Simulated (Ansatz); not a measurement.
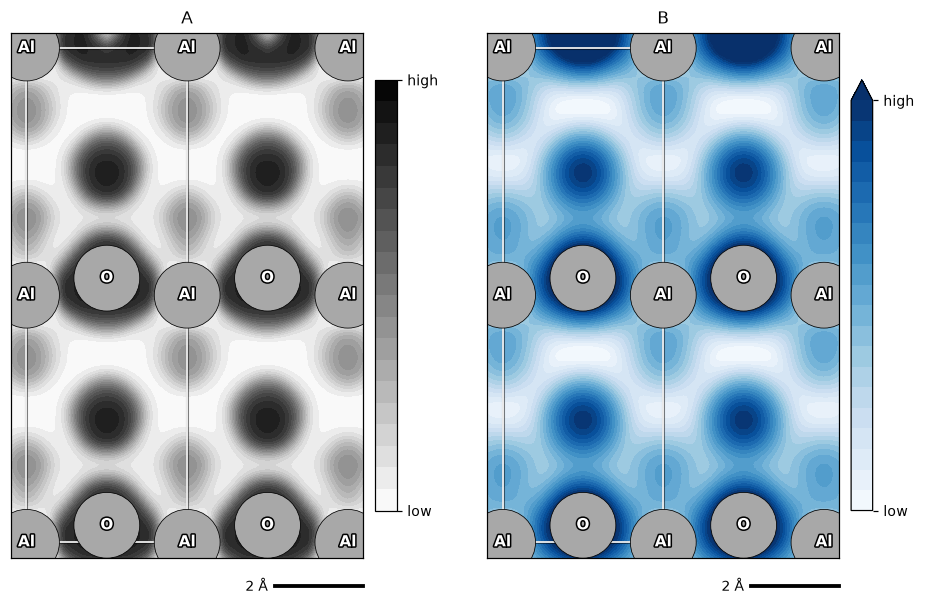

AlO$_{2}$: 2 fields on the (110) plane of the conventional cell, with unlabelled colour scales. Grey discs cover the atomic cores.

Space group Cmcm; a structure from a database of computed crystals, not necessarily the ambient phase; changed on purpose from its base cell (strain +0.0150 x Voigt [1, 1, 0, 0, 0, 0], atoms carried along); not relaxed (largest force 0.3 eV/Å); computed pressure about −5 GPa in this cell; spin-polarised.

Method: DFT PBE+D3(BJ), scalar-relativistic, plane waves, PAW (Ansatz).

Q: Match the panels to the quantities (electron localisation function and valence pseudo-density).

A: Panel A: electron localisation function. Panel B: valence pseudo-density. From the grid: Al–O (1.86 Å): ρ at the midpoint is about 0.64 e/Å³; the ELF peaks at about 0.85 in the valence shell of O, 0.6 Å from its nucleus, and is about 0.80 at the midpoint.
